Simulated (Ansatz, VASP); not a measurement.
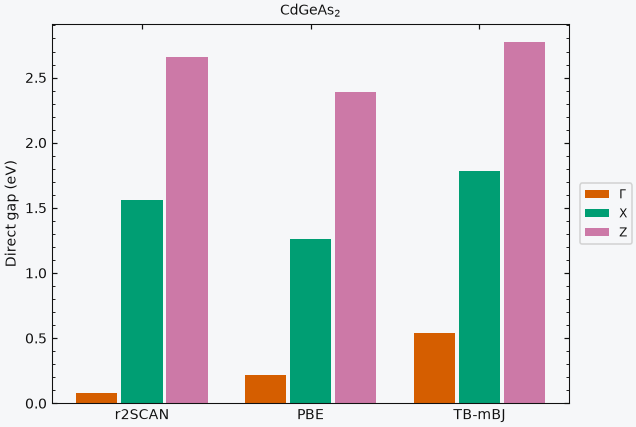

Direct gap at each named k point, by several methods on one cell of chalcopyrite-type CdGeAs2, space group I-42d (No. 122), 8 atoms in the primitive cell; a = 5.978 Å, c = 11.329 Å (tetragonal axes). All runs are without spin-orbit coupling and carry no moments. In reduced coordinates of the cell that was run, X is (0, 0, 0.5) and Z is (0.5, 0.5, −0.5). In some of the methods the smallest gap is indirect or lies off these points.

> How do the methods rank at Γ?

From low to high: r2SCAN 0.08, PBE 0.22, TB-mBJ 0.54 eV.

| method | program | Γ (eV) | X (eV) | Z (eV) |
| --- | --- | --- | --- | --- |
| r2SCAN | VASP | 0.08 | 1.56 | 2.66 |
| PBE | Ansatz | 0.22 | 1.26 | 2.39 |
| TB-mBJ | VASP | 0.54 | 1.78 | 2.77 |

Settings. r2SCAN: VASP PAW PBE potentials, release 64 (Cd, As, Ge_d), 6×6×6 k mesh, 520 eV cutoff, Gaussian smearing of 0.02 eV (VASP). PBE: Ansatz PAW, 6×6×6 k mesh, 420 eV cutoff, Fermi-Dirac smearing of 0.05 eV (Ansatz 0.2.0). TB-mBJ: VASP PAW PBE potentials, release 64 (Cd, As, Ge_d), 6×6×6 k mesh, 520 eV cutoff, Gaussian smearing of 0.02 eV (VASP).

These are three of the 5 methods that were run on this cell. The runs come from different programs, which adds differences of its own. Spin-orbit coupling is left out, which matters for As and Ge. The cell is a database's computed one. r2SCAN and TB-mBJ: the PAW data sets were made with another functional. LDA, GGA and most meta-GGA functionals understate gaps. TB-mBJ: this is a model potential built to give gaps, with no total energy. Over all k points computed the smallest gap is 0.19 eV in PBE, from the valence top at a point off the named ones to the conduction bottom at Γ.
